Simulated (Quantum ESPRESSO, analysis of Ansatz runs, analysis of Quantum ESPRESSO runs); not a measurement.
# Vacancy with four H in Ge: local vibrational mode, PBE (Quantum ESPRESSO), part 2 of 2

Subject: vacancy with four H in Ge. Wanted: its local vibrational mode, in one set-up (PBE, GBRV 1.5 PBE, 32-site cell, PBE lattice, k: 2x2x2 shifted). The model is a cell of 32 host atoms with 1 Ge taken out and 4 H put in. The frequencies come from force constants among the defect atom and its neighbours, with the masses of the isotopes named. A local or semilocal functional is the cheapest first rung.

Quantum ESPRESSO 7.5; PBE, GBRV 1.5 PBE, 32-site cell, PBE lattice, k: 2x2x2 shifted.

So far: Set-up; Relaxation, charge 0.

**2. Relaxation, charge 0 (continued)**

Level of this step: Quantum ESPRESSO plane-wave DFT, PBE, GBRV 1.5 PBE potentials; relaxation of all atoms of a defect supercell (Quantum ESPRESSO).

Step by step:

```csv
step,energy less that of the first step (eV)
0,0.0000
1,-0.0833
2,-0.1636
3,-0.2644
4,-0.3764
5,-0.4695
6,-0.4924
7,-0.5010
8,-0.5092
9,-0.5119
10,-0.5127
11,-0.5130
12,-0.5137
13,-0.5143
```

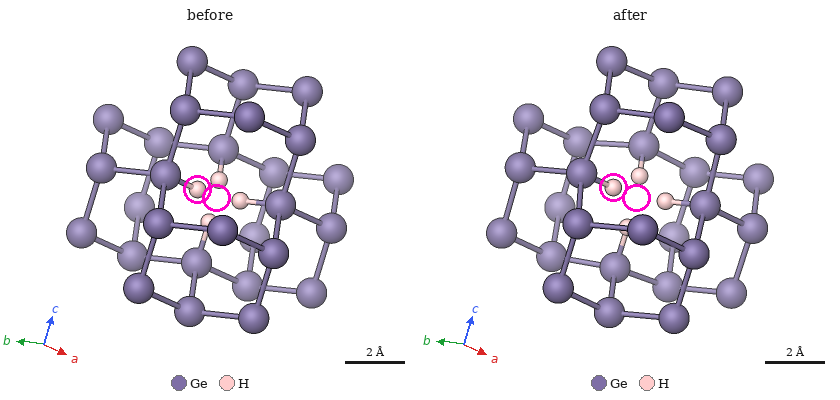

Before and after: the atoms that start within 5 Å of the centre. H32, which moves most, is ringed if it is among them. A ring with no atom in it marks the empty centre.

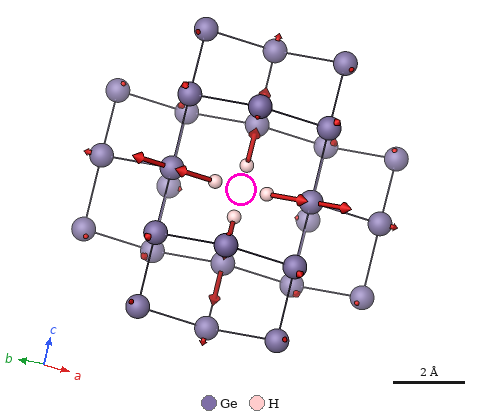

Displacements in the relaxation near the centre, exaggerated; the longest in the cell stands for 0.20 Å. A ring marks the centre wherever it is empty.

The atoms that moved most (Å):

```csv
atom,dx,dy,dz,length
H32,0.118,-0.118,-0.118,0.204
H35,0.118,0.118,0.118,0.204
H34,-0.118,-0.118,0.118,0.204
H33,-0.118,0.118,-0.118,0.204
Ge22,0.106,-0.106,-0.106,0.183
Ge26,-0.106,-0.106,0.106,0.183
Ge25,-0.106,0.106,-0.106,0.183
Ge31,0.106,0.106,0.106,0.183
```

Final coordinates:

```
CELL_PARAMETERS angstrom
-5.75521 5.75521 5.75521
5.75521 -5.75521 5.75521
5.75521 5.75521 -5.75521
ATOMIC_POSITIONS crystal
Ge 0.00000 0.00000 0.50000
Ge 0.99535 0.24764 0.24764
Ge 0.00000 0.50000 0.00000
Ge 0.00465 0.75229 0.75229
Ge 0.24764 0.99535 0.24764
Ge 0.24764 0.24764 0.99535
Ge 0.24771 0.50000 0.75236
Ge 0.24771 0.75236 0.50000
Ge 0.50000 0.00000 0.00000
Ge 0.50000 0.24771 0.75236
Ge 0.50000 0.75236 0.24771
Ge 0.75229 0.00465 0.75229
Ge 0.75236 0.24771 0.50000
Ge 0.75236 0.50000 0.24771
Ge 0.75229 0.75229 0.00465
Ge 0.00079 0.00079 0.25229
Ge 0.00079 0.25229 0.00079
Ge 0.99921 0.50000 0.75150
Ge 0.99921 0.75150 0.50000
Ge 0.25229 0.00079 0.00079
Ge 0.24850 0.24850 0.74771
Ge 0.23166 0.50000 0.50000
Ge 0.24850 0.74771 0.24850
Ge 0.50000 0.99921 0.75150
Ge 0.50000 0.23166 0.50000
Ge 0.50000 0.50000 0.23166
Ge 0.50000 0.75150 0.99921
Ge 0.75150 0.99921 0.50000
Ge 0.74771 0.24850 0.24850
Ge 0.75150 0.50000 0.99921
Ge 0.76834 0.76834 0.76834
H 0.38673 0.50000 0.50000
H 0.50000 0.38673 0.50000
H 0.50000 0.50000 0.38673
H 0.61327 0.61327 0.61327
```

The atoms nearest to the centre after the run:

```csv
atom,distance (Å)
H32,1.129
H35,1.129
H34,1.129
H33,1.129
Ge26,2.675
Ge31,2.675
Ge22,2.675
Ge25,2.675
```

Neighbours of the added atoms: H32: Ge22 1.55, H34 1.84, H33 1.84 Å; H33: Ge25 1.55, H34 1.84, H32 1.84 Å; H34: Ge26 1.55, H33 1.84, H32 1.84 Å; H35: Ge31 1.55, H33 1.84, H32 1.84 Å.

**3. Atom Ge22 moved by 0.015 A along x**

Force constants come from the forces after small displacements; symmetry gives the rest. One such run is shown.

This step: Quantum ESPRESSO plane-wave DFT, PBE, GBRV 1.5 PBE potentials; single point of a defect supercell.

pw.in

```
&CONTROL
  calculation = 'scf'
  prefix = 'pwscf'
  outdir = './tmp'
  pseudo_dir = './pseudo'
  tprnfor = .true.
  disk_io = 'low'
/
&SYSTEM
  ibrav = 0
  nat = 35
  ntyp = 2
  ecutwfc = 45
  ecutrho = 360
  nbnd = 223
  occupations = 'smearing'
  smearing = 'fd'
  degauss = 0.00073499
/
&ELECTRONS
  conv_thr = 1d-10
  electron_maxstep = 100
  mixing_beta = 0.5
/
ATOMIC_SPECIES
Ge    72.6300 ge_pbe_v1.4.uspp.F.UPF
H      1.0080 h_pbe_v1.4.uspp.F.UPF
CELL_PARAMETERS angstrom
  -5.7552132298    5.7552132298    5.7552132298
   5.7552132298   -5.7552132298    5.7552132298
   5.7552132298    5.7552132298   -5.7552132298
ATOMIC_POSITIONS crystal
Ge     0.0000000000    0.0000000000    0.5000000000
Ge    -0.0046546117    0.2476394074    0.2476394074
[... 3 atom lines left out ...]
Ge     0.2476394074    0.2476394074   -0.0046546117
[... 4 atom lines left out ...]
Ge     0.5000000000    0.7523605926    0.2477059809
Ge     0.7522940191    0.0046546117    0.7522940191
[... 2 atom lines left out ...]
Ge     0.7522940191    0.7522940191    0.0046546117
[... 6 atom lines left out ...]
Ge     0.2316600056    0.5013031663    0.5013031663
[... 2 atom lines left out ...]
Ge     0.5000000000    0.2316600056    0.5000000000
Ge     0.5000000000    0.5000000000    0.2316600056
[... 4 atom lines left out ...]
Ge     0.7683399944    0.7683399944    0.7683399944
H      0.3867256034    0.5000000000    0.5000000000
H      0.5000000000    0.3867256034    0.5000000000
H      0.5000000000    0.5000000000    0.3867256034
H      0.6132743966    0.6132743966    0.6132743966
K_POINTS automatic
2 2 2 1 1 1
```

Run with:

```sh
$ OMP_NUM_THREADS=1 pw.x -in pw.in > pw.out
```

What it wrote:

```text
[banner, memory and clock lines left out]
          URL

     Message from routine setup:
     using ibrav=0 with symmetry is DISCOURAGED, use correct ibrav instead

     G-vector sticks info

     bravais-lattice index     =            0
     lattice parameter (alat)  =      18.8374  a.u.
     unit-cell volume          =    5145.6572 (a.u.)^3
     number of atoms/cell      =           35
     number of atomic types    =            2
     number of electrons       =       438.00
     number of Kohn-Sham states=          223
     kinetic-energy cutoff     =      45.0000  Ry
     charge density cutoff     =     360.0000  Ry
     scf convergence threshold =      1.0E-10
     mixing beta               =       0.5000
     number of iterations used =            8  plain     mixing
     Exchange-correlation=  SLA  PW   PBX  PBC
                           (   1   4   3   4   0   0   0)

     celldm(1)=  18.837398  celldm(2)=   0.000000  celldm(3)=   0.000000
     celldm(4)=   0.000000  celldm(5)=   0.000000  celldm(6)=   0.000000

     crystal axes: (cart. coord. in units of alat)
               a(1) = (  -0.577350   0.577350   0.577350 )
               a(2) = (   0.577350  -0.577350   0.577350 )
               a(3) = (   0.577350   0.577350  -0.577350 )

     reciprocal axes: (cart. coord. in units 2 pi/alat)
               b(1) = ( -0.000000  0.866025  0.866025 )
               b(2) = (  0.866025 -0.000000  0.866025 )
               b(3) = (  0.866025  0.866025  0.000000 )

     PseudoPot. # 1 for Ge read from file:
     ge_pbe_v1.4.uspp.F.UPF
     Pseudo is Ultrasoft + core correction, Zval = 14.0
     Generated by new atomic code, or converted to UPF format
     Using radial grid of  873 points,  6 beta functions with:
                l(1) =   0
                l(2) =   0
                l(3) =   1
                l(4) =   1
                l(5) =   2
                l(6) =   2
     Q(r) pseudized with  8 coefficients,  rinner =    1.400   1.400   1.400
                                                       1.400   1.400

     PseudoPot. # 2 for H  read from file:
     h_pbe_v1.4.uspp.F.UPF
     Pseudo is Ultrasoft, Zval =  1.0
     Generated by new atomic code, or converted to UPF format
     Using radial grid of  615 points,  2 beta functions with:
                l(1) =   0
                l(2) =   0
     Q(r) pseudized with  8 coefficients,  rinner =    0.700

     atomic species   valence    mass     pseudopotential
     Ge               14.00    72.63000     Ge( 1.00)
     H                 1.00     1.00800     H ( 1.00)

      2 Sym. Ops. (no inversion) found

   Cartesian axes

     site n.     atom                  positions (alat units)
         1        Ge     tau(   1) = (   0.2886751   0.2886751  -0.2886751  )
         2        Ge     tau(   2) = (   0.2886367  -0.0026873  -0.0026873  )
         3        Ge     tau(   3) = (   0.2886751  -0.2886751   0.2886751  )
         4        Ge     tau(   4) = (   0.8659870   0.0026873   0.0026873  )
         5        Ge     tau(   5) = (  -0.0026873   0.2886367  -0.0026873  )
         6        Ge     tau(   6) = (  -0.0026873  -0.0026873   0.2886367  )
         7        Ge     tau(   7) = (   0.5800376   0.2887136  -0.0026873  )
         8        Ge     tau(   8) = (   0.5800376  -0.0026873   0.2887136  )
         9        Ge     tau(   9) = (  -0.2886751   0.2886751   0.2886751  )
        10        Ge     tau(  10) = (   0.2887136   0.5800376  -0.0026873  )
[...]
27        Ge     tau(  27) = (   0.1447511  -0.1456616   0.7230119  )
        28        Ge     tau(  28) = (  -0.1456616   0.7230119   0.1447511  )
        29        Ge     tau(  29) = (  -0.1447511   0.4316886   0.4316886  )
        30        Ge     tau(  30) = (  -0.1456616   0.1447511   0.7230119  )
        31        Ge     tau(  31) = (   0.4436013   0.4436013   0.4436013  )
        32        H      tau(  32) = (   0.3540741   0.2232761   0.2232761  )
        33        H      tau(  33) = (   0.2232761   0.3540741   0.2232761  )
        34        H      tau(  34) = (   0.2232761   0.2232761   0.3540741  )
        35        H      tau(  35) = (   0.3540741   0.3540741   0.3540741  )

     number of k points=     3  Fermi-Dirac smearing, width (Ry)=  0.0007
                       cart. coord. in units 2pi/alat
        k(    1) = (   0.4330127   0.4330127   0.4330127), wk =   0.5000000
        k(    2) = (   0.0000000   0.0000000   0.4330127), wk =   1.0000000
        k(    3) = (   0.4330127   0.0000000   0.0000000), wk =   0.5000000

     Dense  grid:   593593 G-vectors     FFT dimensions: ( 120, 120, 120)

     Smooth grid:   209883 G-vectors     FFT dimensions: (  81,  81,  81)

     Initial potential from superposition of free atoms

     starting charge     437.9729, renormalised to     438.0000
     Starting wfcs are  283 randomized atomic wfcs

     Self-consistent Calculation

     iteration #  1     ecut=    45.00 Ry     beta= 0.50
     Davidson diagonalization with overlap
     ethr =  1.00E-02,  avg # of iterations =  2.0

     Threshold (ethr) on eigenvalues was too large:
     Diagonalizing with lowered threshold

     Davidson diagonalization with overlap
     ethr =  1.55E-04,  avg # of iterations =  2.0

     total energy              =   -6627.70244624 Ry
     estimated scf accuracy    <       0.71684219 Ry

     iteration #  2     ecut=    45.00 Ry     beta= 0.50
     Davidson diagonalization with overlap
     ethr =  1.64E-04,  avg # of iterations =  2.0

     total energy              =   -6627.71548243 Ry
     estimated scf accuracy    <       0.14488295 Ry

     iteration #  3     ecut=    45.00 Ry     beta= 0.50
     Davidson diagonalization with overlap
     ethr =  3.31E-05,  avg # of iterations =  5.7

     total energy              =   -6627.72220145 Ry
     estimated scf accuracy    <       0.04119666 Ry

     iteration #  4     ecut=    45.00 Ry     beta= 0.50
     Davidson diagonalization with overlap
     ethr =  9.41E-06,  avg # of iterations =  3.7

     total energy              =   -6627.72924497 Ry
     estimated scf accuracy    <       0.00190409 Ry

     iteration #  5     ecut=    45.00 Ry     beta= 0.50
     Davidson diagonalization with overlap
     ethr =  4.35E-07,  avg # of iterations =  3.0

     total energy              =   -6627.72955587 Ry
     estimated scf accuracy    <       0.00015592 Ry

     iteration #  6     ecut=    45.00 Ry     beta= 0.50
     Davidson diagonalization with overlap
     ethr =  3.56E-08,  avg # of iterations =  4.0

     total energy              =   -6627.72959007 Ry
     estimated scf accuracy    <       0.00003495 Ry

     iteration #  7     ecut=    45.00 Ry     beta= 0.50
     Davidson diagonalization with overlap
     ethr =  7.98E-09,  avg # of iterations =  3.3

     total energy              =   -6627.72959961 Ry
     estimated scf accuracy    <       0.00000322 Ry

     iteration #  8     ecut=    45.00 Ry     beta= 0.50
     Davidson diagonalization with overlap
     ethr =  7.36E-10,  avg # of iterations =  3.0

     total energy              =   -6627.72960067 Ry
     estimated scf accuracy    <       0.00000034 Ry

     iteration #  9     ecut=    45.00 Ry     beta= 0.50
     Davidson diagonalization with overlap
     ethr =  7.87E-11,  avg # of iterations =  4.7

     total energy              =   -6627.72960088 Ry
     estimated scf accuracy    <       0.00000018 Ry

     iteration # 10     ecut=    45.00 Ry     beta= 0.50
     Davidson diagonalization with overlap
     ethr =  4.07E-11,  avg # of iterations =  3.3

     total energy              =   -6627.72960091 Ry
     estimated scf accuracy    <       0.00000002 Ry

     iteration # 11     ecut=    45.00 Ry     beta= 0.50
     Davidson diagonalization with overlap
     ethr =  4.98E-12,  avg # of iterations =  4.0

     total energy              =   -6627.72960092 Ry
     estimated scf accuracy    <          4.1E-09 Ry

     iteration # 12     ecut=    45.00 Ry     beta= 0.50
     Davidson diagonalization with overlap
     ethr =  9.40E-13,  avg # of iterations =  3.0

     total energy              =   -6627.72960092 Ry
     estimated scf accuracy    <          6.2E-10 Ry

     iteration # 13     ecut=    45.00 Ry     beta= 0.50
     Davidson diagonalization with overlap
     ethr =  1.43E-13,  avg # of iterations =  3.3

     End of self-consistent calculation

          k = 0.4330 0.4330 0.4330 ( 26284 PWs)   bands (ev):

   -17.2630 -17.2613 -17.2611 -17.2604 -17.2580 -17.2580 -17.2571 -17.2559
   -17.2550 -17.2539 -17.2538 -17.2531 -17.2488 -17.2483 -17.2479 -17.2456
   -17.2398 -17.2394 -17.2393 -17.2390 -17.2388 -17.2301 -17.2299 -17.2296
   -17.2231 -17.2216 -17.2212 -17.2209 -17.2208 -17.2145 -17.2133 -17.2127
   -17.2117 -17.1900 -17.1899 -17.1894 -17.1755 -17.1749 -17.1746 -17.1688
   -17.1685 -17.1681 -17.1654 -17.1654 -17.1629 -17.1576 -17.1573 -17.1571
   -17.1562 -17.1560 -17.1555 -17.1452 -17.1445 -17.1300 -17.1289 -17.1286
   -17.1283 -17.1239 -17.1239 -17.1237 -17.1133 -17.1133 -17.1129 -17.1045
   -17.1040 -17.1040 -17.1037 -17.1032 -17.1032 -17.1026 -17.1024 -17.1021
   -17.0928 -17.0923 -17.0921 -17.0915 -17.0914 -17.0911 -17.0832 -17.0830
[...]
6.6572   6.6595   6.6613   8.0666   8.0671   8.0705   8.3050

          k = 0.0000 0.0000 0.4330 ( 26259 PWs)   bands (ev):

[...]
6.1904   6.6367   6.6371   8.2367   8.7751   8.7768   8.9138

          k = 0.4330 0.0000 0.0000 ( 26259 PWs)   bands (ev):

[...]
0.0923   0.5087   0.5109   0.5164   0.5815   0.9897   2.0580   2.0639
     2.1816   2.5510   3.4008   3.4026   3.4307   3.5889   4.0097   4.1140
     4.1149   4.2213   4.5633   4.6069   4.6106   4.7864   4.7892   4.7956
     4.7960   4.8569   4.8616   4.8975   4.9094   5.0146   5.0178   5.0339
     5.1602   5.8237   5.9114   5.9136   5.9891   6.0319   6.0354   6.0557
     6.1853   6.6343   6.6382   8.2357   8.7735   8.7764   8.9135

     the Fermi energy is     7.3652 ev

!    total energy              =   -6627.72960092 Ry
     estimated scf accuracy    <          4.0E-11 Ry
     smearing contrib. (-TS)   =       0.00000000 Ry
     internal energy E=F+TS    =   -6627.72960092 Ry

     The total energy is F=E-TS. E is the sum of the following terms:
     one-electron contribution =   -4519.58022152 Ry
     hartree contribution      =    2650.81096272 Ry
     xc contribution           =   -1810.02457901 Ry
     ewald contribution        =   -2948.93576311 Ry

     convergence has been achieved in  13 iterations

     Forces acting on atoms (cartesian axes, Ry/au):

     atom    1 type  1   force =    -0.00002380   -0.00003173   -0.00003105
     atom    2 type  1   force =     0.00197558    0.00119939    0.00119939
     atom    3 type  1   force =    -0.00002380   -0.00003105   -0.00003173
     atom    4 type  1   force =     0.00025754   -0.00011387   -0.00011387
     atom    5 type  1   force =     0.00024565    0.00022782    0.00009303
     atom    6 type  1   force =     0.00024565    0.00009303    0.00022782
     atom    7 type  1   force =     0.00141957    0.00105354   -0.00097555
     atom    8 type  1   force =     0.00141957   -0.00097555    0.00105354
     atom    9 type  1   force =     0.00010788   -0.00002633   -0.00002633
     atom   10 type  1   force =    -0.00022780   -0.00009975    0.00015085
[...]
atom   31 type  1   force =     0.00026913    0.00032976    0.00032976
     atom   32 type  2   force =     0.00324522   -0.00276078   -0.00276078
     atom   33 type  2   force =    -0.00017699    0.00016337   -0.00027640
     atom   34 type  2   force =    -0.00017699   -0.00027640    0.00016337
     atom   35 type  2   force =     0.00028413    0.00024548    0.00024548

     Total force =     0.010268     Total SCF correction =     0.000031
```

The job ended after 20 min (1 thread of Arm Neoverse V2, shared host; peak memory 3.3 GiB).

At this level the gap is 1.41 eV on the k-mesh of the self-consistent run, which can miss the band edges.

**4. Local vibrational modes**

Analysis of the runs above: force constants by central differences of Quantum ESPRESSO plane-wave DFT, PBE, GBRV 1.5 PBE potentials forces among the atoms nearest to a defect, the others at rest.

The modes with the largest weight on the probed atoms (the light atom of a pair), for the masses of each isotope. Modes of the displaced atoms (local only where they lie over the host's phonons):

```csv
isotopes,mode (cm⁻¹),share of the defect atoms
H,2040,0.989
H,2013,0.988
H,2013,0.988
H,2013,0.988
H,540.7,0.991
H,540.7,0.991
H,540.7,0.991
H,525.4,0.991
H,525.4,0.991
H,480.5,0.978
H,480.5,0.978
H,480.5,0.978
D,1451,0.978
D,1433,0.975
D,1433,0.975
D,1433,0.975
D,384.5,0.976
D,384.5,0.976
D,384.5,0.976
D,373.6,0.975
D,373.6,0.975
D,344.5,0.936
D,344.5,0.936
D,344.5,0.936
```

**5. Outcome**

- distance from the defect atom to its nearest neighbour: 1.546 Å
- Ge-H stretch, T2: 2013 cm⁻¹

In words: Ge-H stretch, T2: computed 2013 cm⁻¹, measured 2061.5 cm⁻¹; 48 cm⁻¹ (2 %) below the measurement. The computed value is harmonic, while the measured line is the anharmonic fundamental, which for X–H stretches usually lies a few per cent lower. Only the named neighbours move, so modes near the host's band are approximate.

[Logs are printed without paths, hosts, clocks, repeated set-up lines and the standing remarks that a program may print on its own settings, such as how far it seeks lower states.]

[Hosts, paths, dates, database ids (printed as entryN), source tags and the programs' standing remarks are cut or masked in the printed files.]

[For some hosts the program warned that the k-mesh of the response run may be too coarse for force constants and the static dielectric constant; such warnings are not shown here.]
